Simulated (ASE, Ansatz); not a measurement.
# C(110) slab, H on both faces (180 atoms): support functions against a reference, part 2 of 2

Wanted: errors and times of a linear-scaling basis for C(110) slab, H on both faces (180 atoms). A setting counts as converged where the r.m.s. difference of forces stays under 1 % of the r.m.s. force.

Ansatz 0.2.0; Kohn-Sham DFT, PBEsol, PAW (set soft_2), plane waves.

The cell: 120 C and 60 H. Beside vacuum, support functions can miss their usual error bounds without a warning. The Brillouin zone is sampled at Γ only, in a cell whose shortest periodic width is 11 Å.

So far. Step 2 (Plane-wave single point): Between -21 and -10 eV lie 173 more states.

## (3) Structure statistics

Bonds and neighbours are counted at the geometry of the runs.

Normalised to the volume that the atoms fill. g(r), total and by pair (bins of 0.2 Å):

| r (Å) | total | C-C | C-H | H-H |
| --- | --- | --- | --- | --- |
| 1.00 | 0.87 | 0.00 | 1.96 | 0.00 |
| 1.20 | 0.42 | 0.00 | 0.94 | 0.00 |
| 1.40 | 0.16 | 0.37 | 0.00 | 0.00 |
| 1.60 | 2.06 | 4.64 | 0.00 | 0.00 |
| 1.80 | 0.26 | 0.00 | 0.00 | 2.35 |
| 2.00 | 0.17 | 0.00 | 0.01 | 1.48 |
| 2.20 | 0.97 | 0.00 | 2.18 | 0.00 |
| 2.40 | 0.68 | 1.07 | 0.02 | 1.76 |
| 2.60 | 2.46 | 3.77 | 1.12 | 2.60 |
| 2.80 | 0.79 | 0.05 | 1.73 | 0.00 |
| 3.00 | 1.60 | 3.27 | 0.33 | 0.00 |
| 3.20 | 0.06 | 0.00 | 0.13 | 0.00 |
| 3.40 | 0.54 | 0.00 | 1.20 | 0.02 |
| 3.60 | 0.67 | 1.07 | 0.18 | 1.06 |
| 3.80 | 0.53 | 1.15 | 0.05 | 0.00 |
| 4.00 | 0.81 | 0.55 | 1.06 | 0.81 |
| 4.20 | 0.52 | 0.03 | 1.12 | 0.04 |
| 4.40 | 1.77 | 2.48 | 0.97 | 2.15 |
| 4.60 | 0.91 | 1.42 | 0.62 | 0.00 |
| 4.80 | 0.07 | 0.02 | 0.13 | 0.00 |
| 5.00 | 0.89 | 0.78 | 1.08 | 0.55 |
| 5.20 | 0.85 | 1.05 | 0.72 | 0.51 |
| 5.40 | 0.77 | 0.33 | 1.39 | 0.00 |
| 5.60 | 0.58 | 1.04 | 0.21 | 0.22 |
| 5.80 | 0.46 | 0.57 | 0.38 | 0.37 |
| 6.00 | 0.31 | 0.02 | 0.47 | 0.88 |
| 6.20 | 0.58 | 0.36 | 0.62 | 1.33 |
| 6.40 | 0.75 | 0.80 | 0.77 | 0.50 |

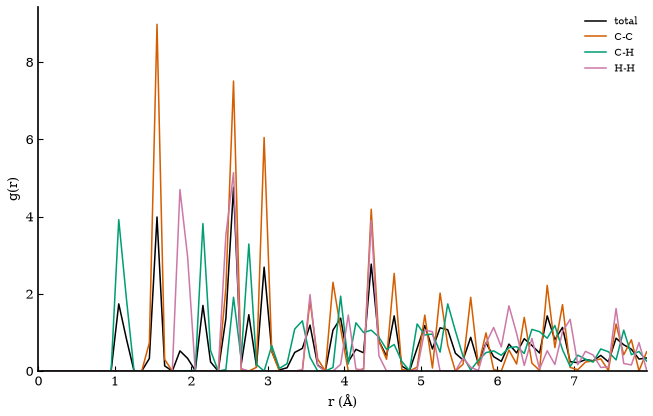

Pair distribution functions.

Bonds by pair of elements; cutoffs follow the first minimum of g(r), held within bounds set by covalent radii, and pairs that aren't listed don't count as bonded:

```csv
pair A-B,cutoff (Å),bonds,mean length (Å),spread (Å),shortest (Å),B about A,A about B
C-C,1.85,210,1.55,0.03,1.48,3.5,3.5
C-H,1.34,60,1.09,0.029,1.02,0.5,1
```

How many atoms have how many bonded neighbours:

```
element  mean   1    4
      C     4   0  120
      H     1  60    0
```

Bond angles, per cent of each kind in bins of 5°:

```
angle (°)  C-C-C  C-C-H
  100–105    0.4    0.6
  105–110   63.9   61.7
  110–115   35.7   37.2
  115–120    0.0    0.6
```

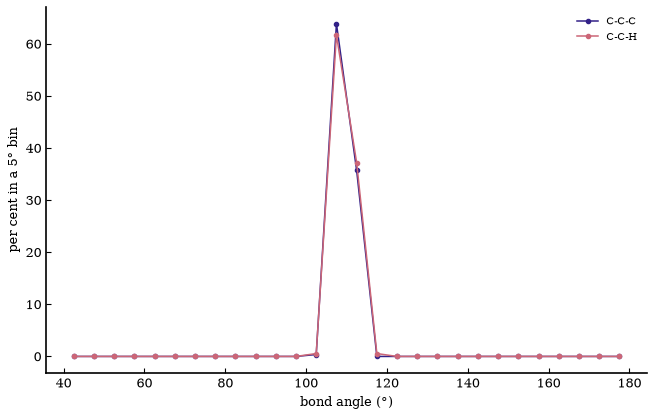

Distributions of the most common bond angles.

Bond angles (no mean is given where the spread exceeds 20°):

| angle | count | mean (°) | spread (°) |
| --- | --- | --- | --- |
| C-C-C | 540 | 110 | 1.6 |
| C-C-H | 180 | 110 | 1.9 |

With the cutoffs above, all C atoms have 4 and all H atoms have 1 bonded neighbour. The C-C-C angle averages 110° with a spread of 1.6°.

The surroundings of C111, whose charge lies farthest from its element's mean, nearest first, numbered as they follow in the input and with coordinates relative to it.

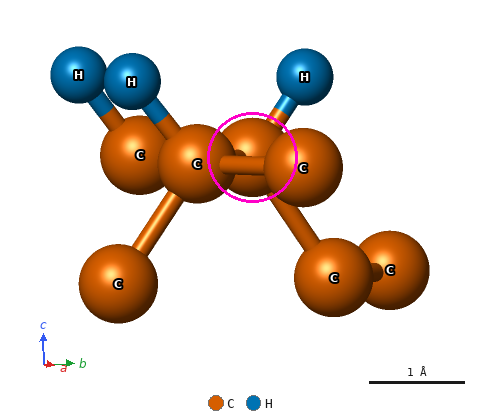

The atoms of the table, within 2.5 Å (arrows a, b, c point along x, y, z); some may hide others; the central atom is ringed.

```csv
atom,x,y,z,distance (Å),bonds,Löwdin charge (e),Fx,Fy,Fz (eV/Å)
C111,0.00,0.00,0.00,0.00,4,-0.15,-1.16,-3.43,-3.17
H175,-0.02,0.59,0.83,1.02,1,0.18,0.00,1.83,2.69
C104,1.26,-0.90,0.00,1.55,4,-0.11,-1.11,0.44,-0.33
C110,-0.04,0.86,-1.29,1.55,4,0.02,1.52,0.68,1.21
C88,-1.33,-0.91,0.01,1.61,4,-0.12,2.75,0.38,-1.38
H164,-1.24,-1.57,0.88,2.18,1,0.15,-0.31,0.14,0.35
H172,1.26,-1.58,0.88,2.21,1,0.15,-0.01,0.60,-0.19
C101,1.21,-1.77,-1.24,2.48,4,0.02,1.24,-1.57,-1.16
C119,2.49,-0.04,-0.03,2.49,4,-0.12,1.56,0.25,0.08
C109,-1.25,1.75,-1.28,2.50,4,0.02,-1.80,0.41,-0.12
```

The column of bonds counts only the pairs C-C within 1.85 Å, C-H within 1.34 Å; other neighbours, such as metal atoms beside each other in a compound, aren't counted, and periodic images can show an atom twice.

## (4) Support functions medium

The cell is solved in localised support functions.

This step: Kohn-Sham DFT, PBEsol, PAW (set soft_2), localised support functions (medium) (Ansatz 0.2.0).

File input.yaml:

```yaml
crystal:
  lattice:
    - [12.61125, 0.0, 0.0]
    - [0.0, 10.701, 0.0]
    - [0.0, 0.0, 15.56334]
  atoms:
    [... the 180 atom lines of step 2 ...]
kpoints:
  mp_grid: { grid: [1, 1, 1] }
hamiltonian:
  xc: pbesol
scf:
  occupations: { method: fixed }
  eigensolver: { kind: { support_functions: { accuracy: medium } } }
  mixing: { beta: 0.4 }
  max_iter: 150
output:
  forces: true
  eigenvalues: true
```

On the command line:

```
$ ansatz run input.yaml --threads 8 --pin off --max-ram 15872MiB --backend cpu --events-out ev --progress --plain --runs-dir out
```

Numbers of over 12 decimals in the logs are rounded to 6 here.

Output:

```text
Warning: scf.eigensolver.kind.support_functions: disabling space-group detection — the functions' gradient is summed over unrotated k-points, so no spatial operation reduces the k-mesh or symmetrises the density; time reversal is kept, so that k and −k are solved as one point where they differ and the mesh holds both, and exact exchange and, on two spinor components, a DFT+U term hold to it where the run has them: [...]
settings of this run that can trade accuracy for cost: scf.eigensolver.kind.support_functions [...]
[...]
Crystal: 180 atoms, lattice volume = 2100.319 Å³
Basis set: ecut = 420 eV, 40989 PW (Γ), exchange–correlation on 180×144×216 points (8 copies of the dense FFT grid, shifted against one another)
Bands: 324, of which v1, the nominal top of the filled ones, is band 270 counted from 1 (269 counted from 0)
Symmetry: 1 space group operations
k-points: 1
[...]
SCF iter   1: F=—  HF=-30590.688913 eV  |F-HF|=—  |Δ(HF+E_count)|=         —  Δρ=9.28e-2  dr2=1.80e2  ethr=1.00e-1
[...]
SCF iter  12: F=-30544.820966 eV  HF=-30544.820966 eV  |F-HF|=6.13e-7  |Δ(HF+E_count)|=   8.10e-4  Δρ=7.80e-6  dr2=7.08e-7  ethr=1.29e-9
SCF 1 converged in 12 iterations: F = -30544.829278 eV  dr2 = 7.08e-7
[...]
SCF converged after 12 iterations
Stability not checked: this state was not tested for a lower state beside it, because the mixer in use, unlike msr1, does not test its closes by its own steps (another_mixer; see scf.mixing.algorithm and scf.lower_state_search)
Free energy (F): -30544.829278 eV
[...]
Internal energy: -30544.829278 eV  (E = F + TS)
E sigma→0 (E₀):  -30544.829278 eV
Fermi energy:    2.326638 eV
[...]
--- Forces (eV/Å), atoms counted from 1 ---
  atom   1  C      1.31211226    -0.77484894     2.00378437
  atom   2  C     -0.03988859     1.26205338     0.75263665
  atom   3  C      0.24965483     1.20297556    -0.66019729
  atom   4  C     -2.05447731    -0.18914787    -0.05470066
  atom   5  C      1.26624485    -0.96783266    -0.57212479
  atom   6  C     -0.27959043    -0.32690998     0.34184838
  atom   7  C      0.12723125    -2.20010343    -0.97944981
  atom   8  C     -0.32554936     2.49729315    -1.79464248
  atom   9  C     -0.38569185    -2.20053391     0.99492068
  atom  10  C      0.13382972     2.48702875     2.69058020
  atom  11  C     -0.84110361     0.24476819    -2.04618927
  atom  12  C     -0.38752095    -0.30742616    -0.35753026
  atom  13  C      0.58696319    -0.60589078    -0.37156510
  atom  14  C     -1.45632418     1.49878396     2.24910395
[...]
atom 179  H     -0.04590266    -0.39635858    -0.53163193
  atom 180  H      0.05370777     0.66142562    -0.71841086
  max |Σ_I F_I| component: 5.00e-3 eV/Å
--- Band table (eV) ---
[...]
```

Elapsed: 54 s, on 8 threads of Arm Neoverse V2, shared host; peak memory 3.8 GiB.

The program notes that the band table was not solved further than the SCF left it and it switched symmetry off.

Keys that differ from the reference: support_functions.accuracy = "medium", scf.max_iter = 150 and scf.mixing.beta = 0.4.

Forces differ from the reference by 4.4 meV/Å r.m.s., 0.41 % of their size, within a tolerance of 1 %; the energy by -3.9 meV/atom. It took 54 s and 12 cycles; the reference's time can't be set against it, since the two runs asked for unlike analyses.

## (5) Cost against change

Each row is set against the plane-wave reference (Kohn-Sham DFT, PBEsol, PAW (set soft_2), plane waves; r.m.s. force component 1.06 eV/Å). Energies are set beside the reference only for runs with its functional, potentials and electron count. Times are for 8 threads of Arm Neoverse V2, shared host. The reference's time includes the DOS and grids, which some other runs skip.

```
                     run  Δ force, r.m.s. (meV/Å)  share of r.m.s. force (%)  Δ energy (meV/atom)  Δ gap (eV)  cycles  time  host memory (GiB)
               reference                        -                          -                    -           -       8  22 s                2.7
support functions medium                     4.38                      0.412                -3.85      0.0019      12  54 s                3.8
```

## (6) Results

```
free energy per atom                             : -169.6896 eV/atom
r.m.s. force component                           : 1.063 eV/Å
gap (highest filled to lowest empty level) : 2.355 eV
potential in mid-vacuum, over the Fermi level    : 3.338 eV
wall time of the 2 DFT runs                      : 76 s
```

What this shows: Against plane waves at 420 eV, the forces differ by 4.4 meV/Å (0.41 %) with support functions medium. At 180 atoms the run with support functions medium takes roughly 2.4 times the time of plane waves (whose run also made extra analyses, so the like-for-like ratio is larger), in 12 SCF cycles against 8. Differences between support functions and plane waves include what basis error the plane-wave run still has.

Between filled and empty levels lie 2.35 eV at Γ alone; the mesh holds the band edges only if they fold onto it, so the gap at this level can be narrower or closed, and states at the surface or the caps may set it. The potential stands 3.34 eV above the highest filled level over the upper face and 3.34 eV under the lower one, a reading of the ionisation potential at this level on the run's k-points. With the cutoffs above, all C atoms have 4 and all H atoms have 1 bonded neighbour.

What to keep in mind: The geometry was built by rule, was displaced at random and isn't relaxed at this level: its force components are 1.1 eV/Å r.m.s.

[Logs are printed without paths, hosts, clocks, repeated set-up lines and the standing remarks that a program may print on its own settings, such as how far it seeks lower states.]

[Hosts, paths, dates, database ids (printed as entryN), source tags and the programs' standing remarks are cut or masked in the printed files.]
